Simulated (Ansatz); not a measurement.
**ZrO₂: a changed input and its effect**

System: ZrO₂ (Fm-3m, 3 atoms in the cell).
Method of the first run: DFT, PBE, plane waves, PAW, Ueff = 6 eV on Zr d, no spin polarisation (Ansatz 0.2.0).

The structure derives from an entry of the Crystallography Open Database. Text and figures count atoms from 1; the logs count them from 0 in places.

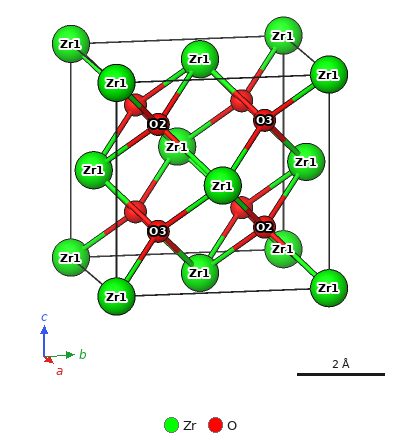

The structure (ball-and-stick view of the cell 4 times as large as that of the calculation, set on its symmetry axes, seen slightly off an axis; atoms are numbered from 1 in the order of the input). An atom can appear more than once, as a periodic image.

## Input file, the first run
```yaml
crystal:
  lattice:
    - [0.0, 2.5056815393, 2.5056815393]
    - [2.5056815393, 0.0, 2.5056815393]
    - [2.5056815393, 2.5056815393, 0.0]
  atoms:
    - { symbol: Zr, position: [0.0, 0.0, 0.0] }
    - { symbol: O, position: [0.25, 0.25, 0.25] }
    - { symbol: O, position: [0.75, 0.75, 0.75] }
basis:
  ecutwfc: 420
kpoints:
  mp_grid: { grid: [8, 8, 8] }
hamiltonian:
  xc: pbe
  hubbard: { sites: [{ species: Zr, l: d, u_eff: 6.0 }], double_counting: fll }
scf:
  occupations: { method: gaussian, width: 0.02 }
  mixing: { preconditioner: none }
output:
  forces: true
  eigenvalues: true
  stress: true
```

Command:
```bash
ansatz run input.yaml --threads 1 --pin off --max-ram 2560MiB --backend cpu --events-out ev --progress --plain --runs-dir out
```

Hardware: 1 thread of Arm Neoverse V1, 24 GiB of memory available, shared host.

## Output, shortened to warnings, some set-up lines, iterations and results (the first run)
```
Basis set: ecut = 420 eV, 609 PW (Γ), exchange–correlation on 48×48×48 points (8 copies of the dense FFT grid, shifted against one another)
Symmetry: 48 space group operations
k-points: 29 of 512
Initial density: superposition of atomic densities (chi_scale 0.1, normalization cell, long waves kept (reshape's long-wave potential 0.00 eV rms))
[...]
SCF iter   1: F=—  HF=-5319.407830 eV  |F-HF|=—  |Δ(HF+E_count)|=         —  Δρ=9.31e-2  dr2=2.86e0  ethr=3.10e-3  ⟨swp⟩=5.9  Hψ=2095  notcnv=0
SCF iter   2: F=—  HF=-5319.064491 eV  |F-HF|=—  |Δ(HF+E_count)|=   3.43e-1  Δρ=7.07e-2  dr2=8.94e-1  ethr=3.10e-3  ⟨swp⟩=2.6  Hψ=1063  notcnv=0
SCF iter   3: F=—  HF=-5318.902991 eV  |F-HF|=—  |Δ(HF+E_count)|=   1.62e-1  Δρ=2.03e-2  dr2=8.73e-2  ethr=3.10e-3  ⟨swp⟩=2.0  Hψ=788  notcnv=0
SCF iter   4: F=—  HF=-5318.943783 eV  |F-HF|=—  |Δ(HF+E_count)|=   4.08e-2  Δρ=3.38e-3  dr2=2.47e-3  ethr=3.64e-4  ⟨swp⟩=2.0  Hψ=796  notcnv=0
SCF iter   5: F=—  HF=-5318.946475 eV  |F-HF|=—  |Δ(HF+E_count)|=   2.69e-3  Δρ=6.66e-4  dr2=8.23e-5  ethr=1.03e-5  ⟨swp⟩=2.7  Hψ=908  notcnv=0
SCF iter   6: F=—  HF=-5318.946574 eV  |F-HF|=—  |Δ(HF+E_count)|=   9.84e-5  Δρ=1.65e-4  dr2=6.13e-6  ethr=3.43e-7  ⟨swp⟩=2.4  Hψ=752  notcnv=0
SCF iter   7: F=—  HF=-5318.946573 eV  |F-HF|=—  |Δ(HF+E_count)|=   1.11e-6  Δρ=3.84e-5  dr2=2.32e-7  ethr=2.56e-8  ⟨swp⟩=2.1  Hψ=600  notcnv=0
SCF iter   8: F=-5318.946573 eV  HF=-5318.946573 eV  |F-HF|=3.18e-10  |Δ(HF+E_count)|=   1.32e-8  Δρ=2.04e-6  dr2=3.33e-10  ethr=4.17e-10  ⟨swp⟩=5.2  Hψ=1825  notcnv=0
SCF 1 converged in 8 iterations: F = -5318.946573 eV  dr2 = 3.33e-10
SCF converged after 8 iterations
Free energy (F): -5318.946573 eV
Harris-Foulkes:  -5318.946573 eV  (|F-HF|=3.18e-10)
Internal energy: -5318.946573 eV  (E = F + TS)
E sigma→0 (E₀):  -5318.946573 eV
Fermi energy:    15.973110 eV
--- Per-component energies (eV) ---
  E_band       = -36.756794
  E_kinetic    = 694.817689
  E_local      = -1106.527286  (includes V_loc(G=0)·N_el)
  E_nonlocal   = 170.179955
  E_hartree    = 368.796075
  E_xc         = -314.059687
  E_vxc        = -385.584054  (∫ρ·V_xc dr)
  E_hubbard    = 4.517545  (on-site DFT+U / exact-exchange correction)
  E_vhub       = 3.265208  (the Hubbard potential's part of the band-sum identity)
  E_paw        = -3269.327858  (= ΣΔE_a)
  E_vpaw       = -150.505531  (= ΣTr[D̂ρ^β])
  E_aug_tail   = 0.005040  (compensation charges beyond the density's cutoff)
  E_ewald      = -1867.348047
  E_smearing   = -0.000000  (= −TS)
  E_closure    = -0.000000  (closes the sum)
  Σ components = -5318.946573   (vs F -5318.946573, Δ=0.00e0)
--- Forces (eV/Å), atoms counted from 1 ---
  atom   1  Zr    -0.00000000     0.00000000    -0.00000000
  atom   2  O      0.00000000     0.00000000    -0.00000000
  atom   3  O      0.00000000    -0.00000000     0.00000000
  max |Σ_I F_I| component: 2.89e-18 eV/Å
--- Stress (GPa, compression-positive) ---
       25.673927      -0.000000      -0.000000
        0.000000      25.673927       0.000000
       -0.000000       0.000000      25.673927
  P = ⅓ Tr σ = 25.6739 GPa (256.739 kbar)
Occupation matrices written to [file]
```

For the second run the input was changed thus:
```diff
-  hubbard: { sites: [{ species: Zr, l: d, u_eff: 6.0 }], double_counting: fll }
-  mixing: { preconditioner: none }
+  write_density: true
+  write_potential: true
+  elf: true
+  volumetric_format: npy
```

What does this change do to the results?

The total energies belong to different models, so their difference says nothing on which is more stable or more accurate. The gap on the mesh goes from 5.04 to 3.49 eV. The pressure goes from 25.67 to 16.67 GPa. The SCF takes 6 iterations against 8. The two runs start from different initial densities, which also moves the count.

## Output, shortened to warnings, some set-up lines, iterations and results (the second run)
```
Basis set: ecut = 420 eV, 609 PW (Γ), exchange–correlation on 48×48×48 points (8 copies of the dense FFT grid, shifted against one another)
Symmetry: 48 space group operations
k-points: 29 of 512
Initial density: superposition of atomic densities (neutral atoms: chi_scale 0, normalization atom), corrected by the library's trained network
[...]
SCF iter   1: F=—  HF=-5323.721301 eV  |F-HF|=—  |Δ(HF+E_count)|=         —  Δρ=2.26e-3  dr2=9.34e-4  ethr=1.77e-3  ⟨swp⟩=6.1  Hψ=2244  notcnv=0
SCF iter   2: F=—  HF=-5323.721175 eV  |F-HF|=—  |Δ(HF+E_count)|=   1.26e-4  Δρ=1.43e-3  dr2=4.27e-4  ethr=3.89e-6  ⟨swp⟩=2.0  Hψ=1160  notcnv=0
SCF iter   3: F=—  HF=-5323.721124 eV  |F-HF|=—  |Δ(HF+E_count)|=   5.06e-5  Δρ=6.40e-4  dr2=2.11e-5  ethr=1.78e-6  ⟨swp⟩=2.0  Hψ=647  notcnv=0
SCF iter   4: F=—  HF=-5323.721120 eV  |F-HF|=—  |Δ(HF+E_count)|=   4.60e-6  Δρ=1.58e-4  dr2=1.49e-6  ethr=8.81e-8  ⟨swp⟩=2.0  Hψ=798  notcnv=0
SCF iter   5: F=-5323.721126 eV  HF=-5323.721126 eV  |F-HF|=4.50e-8  |Δ(HF+E_count)|=   6.00e-6  Δρ=1.76e-5  dr2=3.23e-8  ethr=6.22e-9  ⟨swp⟩=2.0  Hψ=812  notcnv=0
SCF iter   6: F=-5323.721126 eV  HF=-5323.721126 eV  |F-HF|=5.89e-10  |Δ(HF+E_count)|=   5.60e-8  Δρ=3.14e-6  dr2=1.74e-9  ethr=1.35e-10  ⟨swp⟩=5.7  Hψ=2799  notcnv=0
SCF 1 converged in 6 iterations: F = -5323.721126 eV  dr2 = 1.74e-9
SCF converged after 6 iterations
Free energy (F): -5323.721126 eV
Harris-Foulkes:  -5323.721126 eV  (|F-HF|=5.89e-10)
Internal energy: -5323.721126 eV  (E = F + TS)
E sigma→0 (E₀):  -5323.721126 eV
Fermi energy:    14.672534 eV
--- Per-component energies (eV) ---
  E_band       = -42.471766
  E_kinetic    = 692.512377
  E_local      = -1104.061998  (includes V_loc(G=0)·N_el)
  E_nonlocal   = 171.324078
  E_hartree    = 366.417829
  E_xc         = -313.278976
  E_vxc        = -384.636770  (∫ρ·V_xc dr)
  E_paw        = -3269.291370  (= ΣΔE_a)
  E_vpaw       = -150.448669  (= ΣTr[D̂ρ^β])
  E_aug_tail   = 0.004981  (compensation charges beyond the density's cutoff)
  E_ewald      = -1867.348047
  E_smearing   = -0.000000  (= −TS)
  E_closure    = 0.000000  (closes the sum)
  Σ components = -5323.721126   (vs F -5323.721126, Δ=0.00e0)
--- Forces (eV/Å), atoms counted from 1 ---
  atom   1  Zr    -0.00000000     0.00000000    -0.00000000
  atom   2  O      0.00000000     0.00000000    -0.00000000
  atom   3  O      0.00000000     0.00000000    -0.00000000
  max |Σ_I F_I| component: 1.04e-17 eV/Å
--- Stress (GPa, compression-positive) ---
       16.672730       0.000000      -0.000000
        0.000000      16.672730       0.000000
       -0.000000      -0.000000      16.672730
  P = ⅓ Tr σ = 16.6727 GPa (166.727 kbar)
```

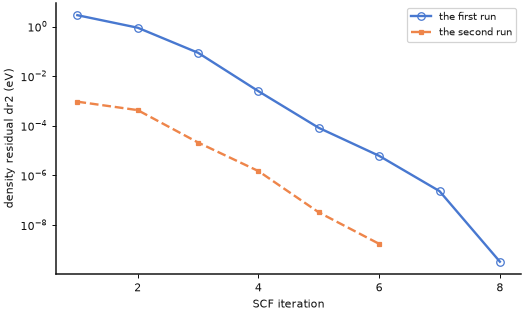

Convergence of the two runs: density residual dr2 against the SCF iteration. The first run takes 8 iterations in all, and the second run takes 6.

## The two runs side by side

| quantity | the first run | the second run |
| --- | --- | --- |
| outcome | converged | converged |
| free energy per atom (eV) | −1772.9822 | −1774.5737 |
| gap on the mesh (eV) | 5.04 | 3.49 |
| pressure (GPa) | 25.67 | 16.67 |
| largest force (eV/Å) | 0.000 | 0.000 |
| SCF iterations | 8 | 6 |
| irreducible k-points | 29 | 29 |
| plane waves at Γ | 609 | 609 |
| wall time (shared host) | 2.1 s | 1.3 s |

For the first run: The cell is under a pressure of 26 GPa at this level, so it is not at its equilibrium volume. For the second run: The cell is under a pressure of 16.7 GPa at this level, so it is not at its equilibrium volume.
